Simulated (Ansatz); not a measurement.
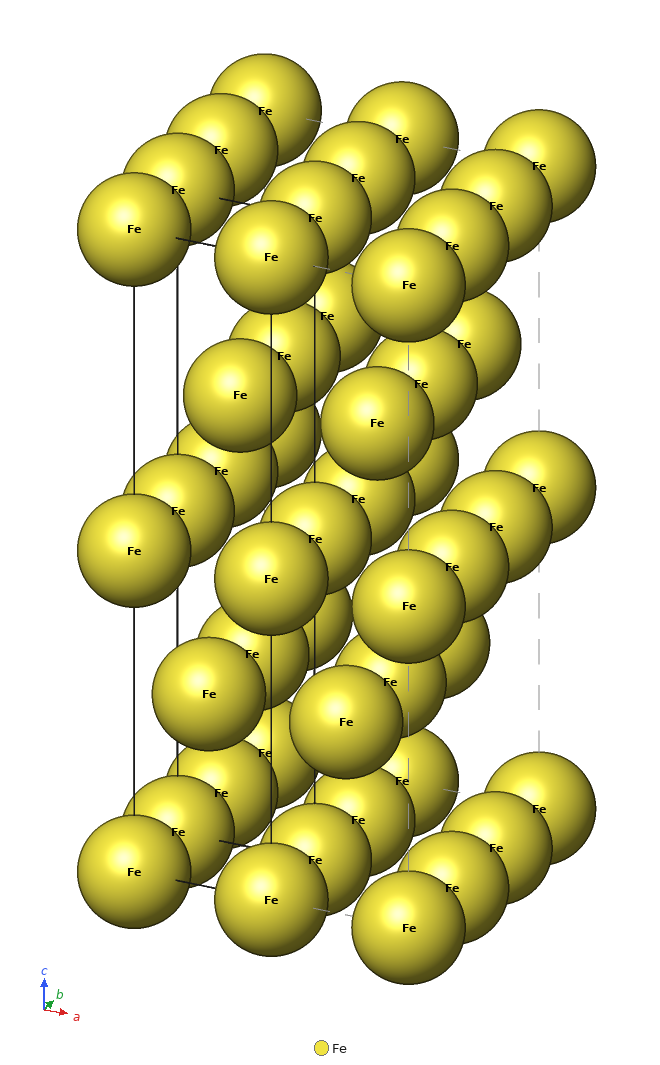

This spheres-only model is shown slightly off an axis. Solid lines give the conventional unit cell, repeated here 2×3×1 times.

The element is iron. The atoms follow space group P6_3/mmc (No. 194); the Bravais lattice is primitive hexagonal. The structure is of the kind named double hexagonal close-packed (α-La type). The cell holds four atoms. The neighbours of Fe are twelve Fe.

The structure comes from a structure listed in the Materials Project, with elements exchanged, so it need not be a known form of the compound. The geometry comes from a coarse first relaxation with DFT PBE+D3(BJ), scalar-relativistic, plane waves, PAW (Ansatz 0.2.0).
